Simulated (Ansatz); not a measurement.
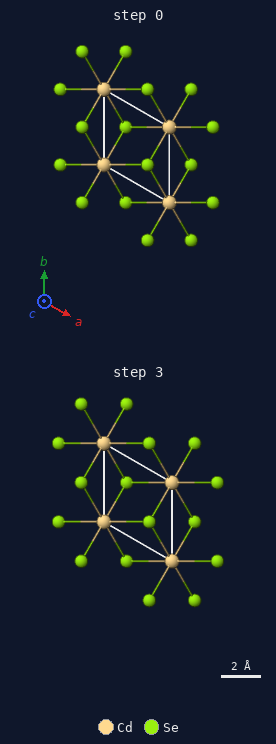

The structure of solid CdSe (a generated structure, set up in P6_3/mmc) (coarse preliminary run) before (top) and after (bottom) a relaxation, at one scale.

The picture is a ball-and-stick view of the cell of the calculation, seen along the c axis.

These are results of DFT PBE, scalar-relativistic, plane waves, PAW in Ansatz 0.2.0, not measurements.

Input file:
```yaml
crystal:
  lattice:
    - [3.91467972, 0.0, 0.0]
    - [-1.95733986, 3.39021209, 0.0]
    - [0.0, 0.0, 6.4497857]
  atoms:
    - { symbol: Cd, position: [0.0, 0.0, 0.0] }
    - { symbol: Cd, position: [0.0, 0.0, 0.5] }
    - { symbol: Se, position: [0.33333333, 0.66666667, 0.75] }
    - { symbol: Se, position: [0.66666667, 0.33333333, 0.25] }
basis:
  ecutwfc: 420
kpoints:
  mp_grid: { grid: [6, 6, 4] }
hamiltonian:
  xc: pbe
scf:
  occupations: { method: gaussian, width: 0.1 }
  lower_state_search: "off"
output:
  forces: true
  stress: true
  eigenvalues: true
relax:
  adjacent_minimum: "off"
  f_tol: 0.04
  max_steps: 70
  cell: { stress_tol: 0.4 }
```

Run as
```bash
ansatz run input.yaml --threads 1 --pin off --max-ram 2048MiB --backend cpu --events-out ev --progress --plain --runs-dir out
```

### What changed between the two?

After 2 accepted moves (3 points after the start) the energy has fallen by 0.254 eV per cell of the calculation. All forces vanish by symmetry, so only the cell relaxes. Pressure: 8.81 GPa at the start and −0.26 GPa at the end. At 1 point the geometry stayed and the basis and grid were re-selected for the new cell (energy shift of 2.0 meV per cell of the calculation at most each time). No atom moves by more than 0.005 Å relative to the cell. The drawn cell changes as follows: a = b 3.915 → 4.073 Å (+4.0 %), c 6.450 → 6.704 Å (+3.9 %); the volume changes by +12.5 %. Some distances before and after: Cd1–Se3 2.776 → 2.888 Å. The space group stays P6_3/mmc (No. 194).
